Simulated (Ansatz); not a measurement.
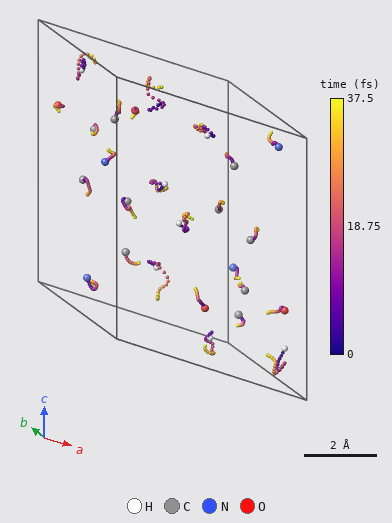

A Born-Oppenheimer molecular dynamics run of a 26-atom cell of H4C5N2O2, 38 fs long. It starts from the last geometry of an earlier run, with fresh velocities. Dots mark each atom's position at evenly spaced times, coloured by time; spheres stand at the starting positions. Seen from a free direction in the simulation cell.

Theory: DFT PBE, scalar-relativistic, plane waves, PAW in Ansatz 0.2.0. Set-up: plane-wave cutoff 420 eV; k-point mesh 2 × 2 × 2; Fermi-Dirac smearing 0.05 eV; low-accuracy preset; Langevin thermostat (NVT); set temperature 2400 K; time step 0.75 fs; friction 0.005 per fs.

Input file:
```yaml
accuracy: low
crystal:
  lattice:
    - [6.06808, 0.0, 0.0]
    - [0.0, 6.415419, 0.0]
    - [-2.855809, 0.0, 6.997947]
  atoms:
    - { symbol: H, position: [0.44118386, 0.27390737, 0.48482423] }
    - { symbol: H, position: [0.55141964, 0.71978557, 0.56252241] }
    - { symbol: H, position: [0.56402733, 0.20825751, 0.86257234] }
    - { symbol: H, position: [0.5346717, 0.78402114, 0.22626128] }
    - { symbol: H, position: [0.31962037, 0.23067463, 0.92474632] }
    - { symbol: H, position: [0.77350268, 0.68025022, 0.03523335] }
    - { symbol: H, position: [0.96548364, 0.19579003, 0.14642509] }
    - { symbol: H, position: [0.11130692, 0.71722872, 0.8954999] }
    - { symbol: C, position: [0.80572184, 0.24442584, 0.51296354] }
    - { symbol: C, position: [0.14756868, 0.78842614, 0.46990337] }
    - { symbol: C, position: [0.77544033, 0.24372747, 0.31304945] }
    - { symbol: C, position: [0.19516813, 0.76072068, 0.67945646] }
    - { symbol: C, position: [0.64052013, 0.2495005, 0.5905191] }
    - { symbol: C, position: [0.36791207, 0.75624664, 0.44574295] }
    - { symbol: C, position: [0.71029673, 0.220887, 0.7781449] }
    - { symbol: C, position: [0.35304369, 0.74120251, 0.2518914] }
    - { symbol: C, position: [0.08234018, 0.22665808, 0.80838378] }
    - { symbol: C, position: [0.95071439, 0.74765074, 0.15084835] }
    - { symbol: "N", position: [0.94325004, 0.21761849, 0.90573082] }
    - { symbol: "N", position: [0.14109835, 0.72027629, 0.10866808] }
    - { symbol: "N", position: [0.03902019, 0.24335428, 0.63214745] }
    - { symbol: "N", position: [0.94553643, 0.80517783, 0.31717118] }
    - { symbol: O, position: [-0.02399251, 0.22050086, 0.28826601] }
    - { symbol: O, position: [1.00217628, 0.75404698, 0.72805541] }
    - { symbol: O, position: [0.58894309, 0.30126916, 0.18901868] }
    - { symbol: O, position: [0.39951272, 0.73466584, 0.80515152] }
basis:
  ecutwfc: 420.0
kpoints:
  mp_grid: { grid: [2, 2, 2] }
hamiltonian:
  xc: pbe
scf:
  occupations: { method: fermi_dirac, width: 0.05 }
  lower_state_search: "off"
md:
  timestep: 0.75
  n_steps: 50
  ensemble: nvt_langevin
  temperature: 2400.0
  initial_velocities: maxwell_boltzmann
  seed: 244273
  friction: 0.005
```

Command:
```bash
ansatz run input.yaml --threads 1 --pin off --max-ram 3072MiB --backend cpu --events-out ev --progress --plain --runs-dir out
```

What do the traces tell about the motion?

Answer. In the second half of the run the atoms are, in the root-mean-square, this far from where they began (common drift taken out): H 0.62 Å, N 0.34 Å, C 0.34 Å, O 0.32 Å. The heavy atoms stay within a fraction of a molecule's size of their starting places, while the hydrogen atoms travel further, as molecules turn; so short a run doesn't tell a liquid from a solid. Bond changes: 2 H–N bonds form between 5.2 fs and 21 fs; 2 H–O bonds break between 6 fs and 24 fs; one H–N bond breaks at about 15.8 fs. The mean temperature in the second half is 1970 K (standard deviation 237 K). The potential energy in the second half lies on average 67.8 meV per atom above the first frame.

Limits of the set-up: the program's low-accuracy preset was used.

The run took about 6 core-minutes on a shared host.
